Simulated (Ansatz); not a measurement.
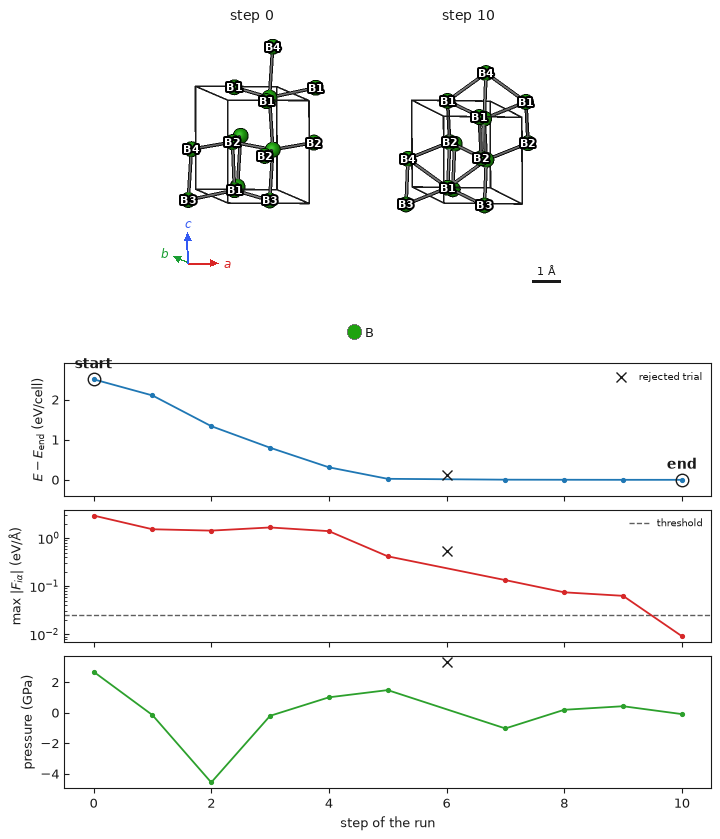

First and last geometry of a relaxation of a crystal of B (a generated structure, set up in P1) (coarse preliminary run), with the history of the run. A ball-and-stick model of the cell of the calculation, seen slightly off an axis.

All numbers below come from DFT PBE, scalar-relativistic, plane waves, PAW (Ansatz 0.2.0).

Input
```yaml
crystal:
  lattice:
    - [3.016196038, 0.0614535345, 0.0113961429]
    - [-1.454877697, 2.5880650034, 0.0055057534]
    - [0.0146486974, 0.0166294084, 3.8689432432]
  atoms:
    - { symbol: B, position: [0.3241767274, 0.6111665773, 0.0438881282] }
    - { symbol: B, position: [0.3256067066, 0.6758847435, 0.502575991] }
    - { symbol: B, position: [0.648357123, 0.3397477365, -0.018045155] }
    - { symbol: B, position: [0.701859443, 0.3732009427, 0.4715810359] }
basis:
  ecutwfc: 420
kpoints:
  mp_grid: { grid: [12, 12, 6] }
hamiltonian:
  xc: pbe
scf:
  occupations: { method: gaussian, width: 0.2 }
  lower_state_search: "off"
output:
  forces: true
  stress: true
  eigenvalues: true
relax:
  adjacent_minimum: "off"
  f_tol: 0.025
  max_steps: 60
  cell: { stress_tol: 0.25 }
```

Launched with:
```bash
ansatz run input.yaml --threads 1 --pin off --max-ram 2560MiB --backend cpu --events-out ev --progress --plain --runs-dir out
```

**What do the curves and the structures tell?**

The run was cut off at its time limit before the program reported convergence, but its last step already meets the force threshold: the largest component is 0.0092 eV/Å against 0.025 eV/Å. The pressure is within 0.09 GPa of its target. The largest move relative to the cell is that of B3, 0.43 Å along [−1 −3 −1]. Cell: a 3.017 → 2.911 Å (−3.5 %), b 2.969 → 3.150 Å (+6.1 %), c 3.869 → 3.250 Å (−16.0 %), α 89.8° → 87.8°, β 89.6° → 90.0°, γ 118.2° → 117.5°. Volume −13.5 %. Near-neighbour distances that change, for instance: B2–B3 2.553 → 1.701 Å, B1–B4 2.335 → 1.835 Å, B1–B4 (another image) 2.306 → 1.836 Å, B2–B3 (another image) 2.649 → 2.236 Å. New bonds form, among them: B2–B3 (2.55 → 1.70 Å). Bond angles that change, for instance: B3–B4–B3 171.5° → 130.9°, B1–B3–B4 99.1° → 125.2°, B2–B4–B3 91.9° → 117.9°. The space group (tolerance 0.01 Å) goes from P1 (No. 1) to C2/m (No. 12). Over 9 accepted moves (10 points after the start) the energy falls by 2.507 eV per cell of the calculation. The largest force component goes from 2.9 to 0.0092 eV/Å. Pressure: 2.69 GPa at the start and −0.09 GPa at the end. The line search rejected the trial step at point 6 of the run.

```tsv
step	E − E(0), meV/atom	largest force component, eV/Å	pressure, GPa	volume, Å³/atom	note
0	0.00	2.9355	2.69	7.637	
1	-100.47	1.5251	-0.15	7.519	
2	-292.10	1.4286	-4.56	7.028	
3	-426.64	1.6612	-0.20	6.648	
4	-548.76	1.3927	1.01	6.532	
5	-620.55	0.4183	1.49	6.565	
6	-598.17	0.5379	3.34	6.569	rejected
7	-625.95	0.1341	-1.03	6.626	
8	-626.42	0.0749	0.20	6.597	
9	-626.79	0.0633	0.43	6.590	
10	-626.85	0.0092	-0.09	6.602
```
